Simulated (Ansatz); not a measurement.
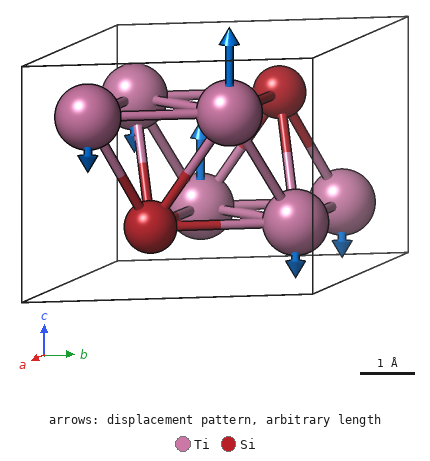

One vibrational mode of crystalline Ti$_{3}$Si at the zone centre. The blue arrows are the displacements of the atoms (eigenvector over the root of the mass), of arbitrary overall length and sign. Style: ball-and-stick. Shown: the cell of the calculation, slightly off an axis.

Computed with Ansatz, DFT PBEsol, scalar-relativistic, plane waves, PAW.

Input file:
```yaml
crystal:
  lattice:
    - [5.5798487671, 0.0, 0.0]
    - [-2.7899243836, 4.8322907816, 0.0]
    - [0.0, 0.0, 4.488098078]
  atoms:
    - { symbol: Ti, position: [0.3426839998, 0.1713419999, 0.75] }
    - { symbol: Ti, position: [0.8286580001, 0.1713419999, 0.75] }
    - { symbol: Ti, position: [0.8286580001, 0.6573160002, 0.75] }
    - { symbol: Ti, position: [0.6573160002, 0.8286580001, 0.25] }
    - { symbol: Ti, position: [0.1713419999, 0.8286580001, 0.25] }
    - { symbol: Ti, position: [0.1713419999, 0.3426839998, 0.25] }
    - { symbol: Si, position: [0.3333333333, 0.6666666667, 0.75] }
    - { symbol: Si, position: [0.6666666667, 0.3333333333, 0.25] }
basis:
  ecutwfc: 420
kpoints:
  mp_grid: { grid: [6, 6, 8] }
hamiltonian:
  xc: pbesol
scf:
  occupations: { method: fermi_dirac, width: 0.15 }
output:
  eigenvalues: true
phonons:
  method: dfpt
  eigenvectors: true
```

Command:
```bash
ansatz run input.yaml --threads 2 --pin off --max-ram 7168MiB --backend cpu --events-out ev --progress --plain --runs-dir out
```

The frequencies depend somewhat on the k-mesh and the smearing.

Give the symmetry, activity and frequency of this mode.

This is the E₂u mode (doubly degenerate; one member of the set is drawn) at 7.48 THz, optical level 6 of 13, counted from below, silent by symmetry (neither infrared- nor Raman-active). The Si atoms stay at rest; all motion is along c; atoms of one kind move against one another, with no net shift of their sublattice; it stretches the Ti–Ti bonds (2.79 Å).
